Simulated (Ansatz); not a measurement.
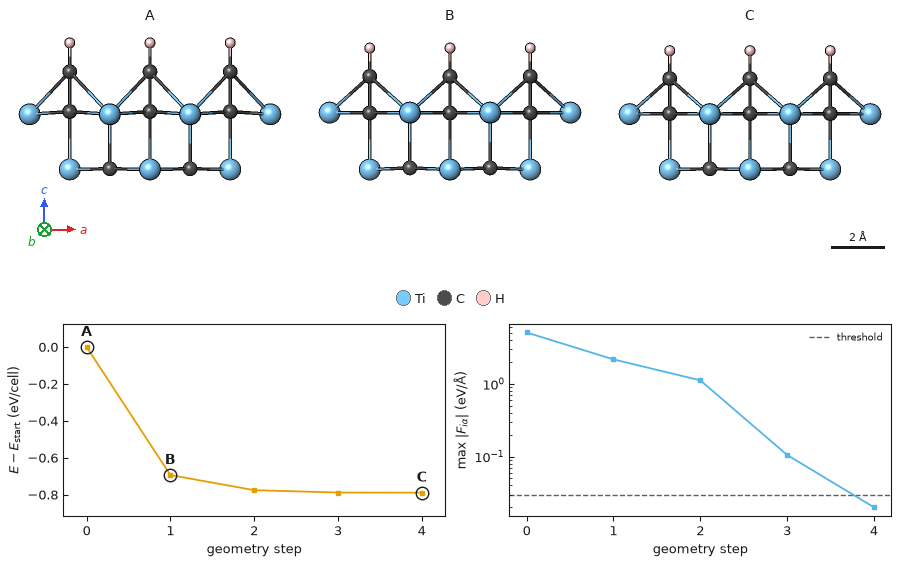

Frames of a constrained relaxation of a slab of composition Ti4HC5 (cut from the Fm-3m phase), marked on the history of the run. Style: ball-and-stick. Shown: the atoms within 5.8 Å of the atom that moves most (axes of the 2 × 2 repeat of the cell, outlined in the plane, without the vacuum), along the b axis.

Case: CH put at a top C site. The slab is the (1 0 0) face of TiC with CH on it. 4 atoms are held fixed.

Method: DFT r2SCAN, scalar-relativistic, plane waves, PAW in Ansatz 0.2.0.

Input
```yaml
crystal:
  lattice:
    - [3.060358149, 0.0, 0.0]
    - [0.0, 3.060358149, 0.0]
    - [0.0, 0.0, 26.592]
  atoms:
    - { symbol: Ti, position: [0.5, 0.5, 0.319645006] }
    - { symbol: C, position: [0.0, 0.0, 0.319645006] }
    - { symbol: Ti, position: [0.0, 0.0, 0.401022864] }
    - { symbol: C, position: [0.5, 0.5, 0.401022864] }
    - { symbol: Ti, position: [0.5, 0.5, 0.4814664218] }
    - { symbol: C, position: [0.0, 0.0, 0.4824123192] }
    - { symbol: Ti, position: [0.0, 0.0, 0.5605313912] }
    - { symbol: C, position: [0.5, 0.5, 0.5643878706] }
    - { symbol: C, position: [0.5, 0.5, 0.6215479187] }
    - { symbol: H, position: [0.5, 0.5, 0.662913743] }
basis:
  ecutwfc: 500
kpoints:
  mp_grid: { grid: [9, 9, 1] }
hamiltonian:
  xc: r2scan
scf:
  occupations: { method: gaussian, width: 0.1 }
output:
  forces: true
  eigenvalues: true
  write_density: true
  write_potential: true
  elf: true
  volumetric_format: npy
relax:
  adjacent_minimum: "off"
  f_tol: 0.03
  max_steps: 70
  constraints: [{ sites: [0, 1, 2, 3] }]
efield:
  axis: 3
  dipole_correction: true
  ramp_width: 0.04
```

Run as
```bash
ansatz run input.yaml --threads 2 --pin off --max-ram 5120MiB --backend cpu --events-out ev --progress --plain --runs-dir out
```

Question: Describe the path.

Answer: After 4 geometry steps the energy has fallen by 0.789 eV per cell of the calculation. The largest force component goes from 5.1 to 0.02 eV/Å. H10 moves most: 0.30 Å along the normal (−c). Largest moves by element: H 0.30 Å, C 0.26 Å, Ti 0.01 Å. The lattice vectors keep their values. Some distances before and after: C8–C9 1.520 → 1.334 Å, Ti7–C9 2.705 → 2.553 Å, Ti5–C8 2.205 → 2.133 Å, C9–H10 1.100 → 1.064 Å. Among the angles between lasting bonds that change: Ti7–C9–Ti7 106.3° → 115.9°, Ti7–C9–H10 126.9° → 122.0°, Ti7–C9–Ti7 68.9° → 73.7°. From step 0 to 1: H10 moves most (0.20 Å), energy −0.693 eV per cell of the calculation. From step 1 to 4: H10 moves most (0.10 Å), energy −95.4 meV per cell of the calculation.

Limits of the set-up: the periodic images lie only 3.1 Å apart, so the values are limited by the cell's size.
